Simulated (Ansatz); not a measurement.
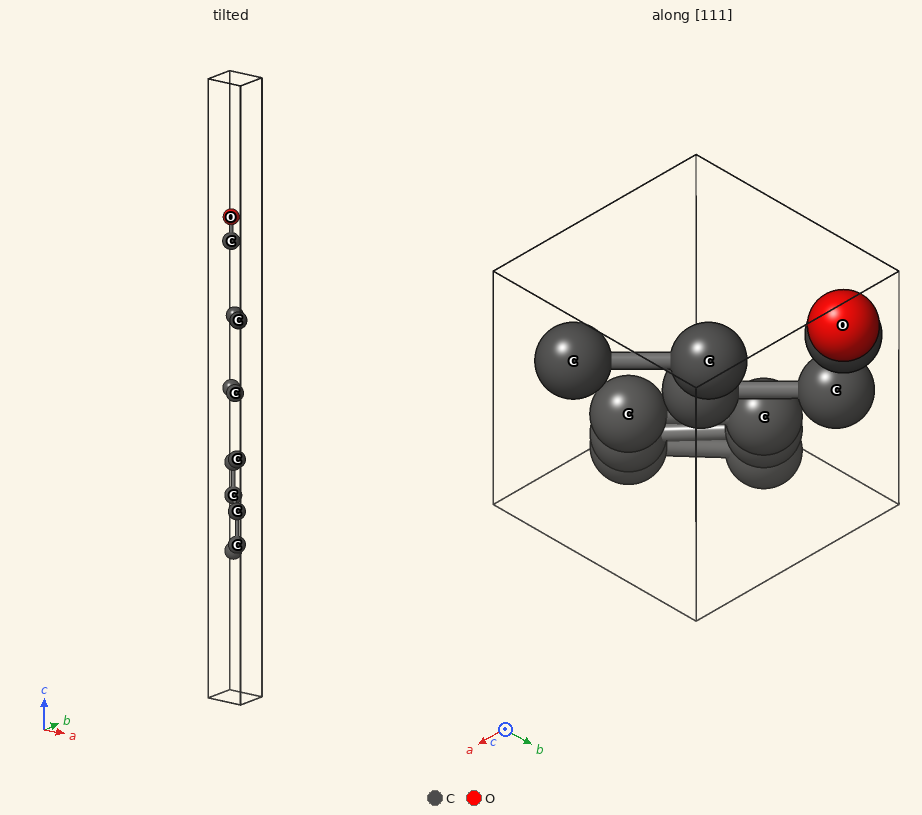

The image is a ball-and-stick drawing of a crystal, viewed slightly off an axis and along [111]. The wireframe shows the simulation cell. Cell: a = 2.499 Å, b = 2.499 Å, c = 28.994 Å, α = 90.00°, β = 90.00°, γ = 120.00°.

- The formula is C$_{11}$O.
- Counting shared atoms by their share gives 11 C, 1 O, or 12 atoms.
- The O atoms are each bonded to one C at about 1.1 Å.
- With all contacts inside bonding distance counted, the coordination numbers are C 1 to 4 (mean 3.2).

The structure was taken from an entry, possibly a prediction, of the Crystallography Open Database, from which a slab was cut and an adsorbate added. The atoms were relaxed in a fixed cell with DFT PBEsol, scalar-relativistic, plane waves, PAW (Ansatz 0.2.0), but for five held in place.

At this level of theory the cell isn't at rest (forces up to 4.4 eV/Å), so its distances can differ from those at equilibrium, the more so the softer the solid.
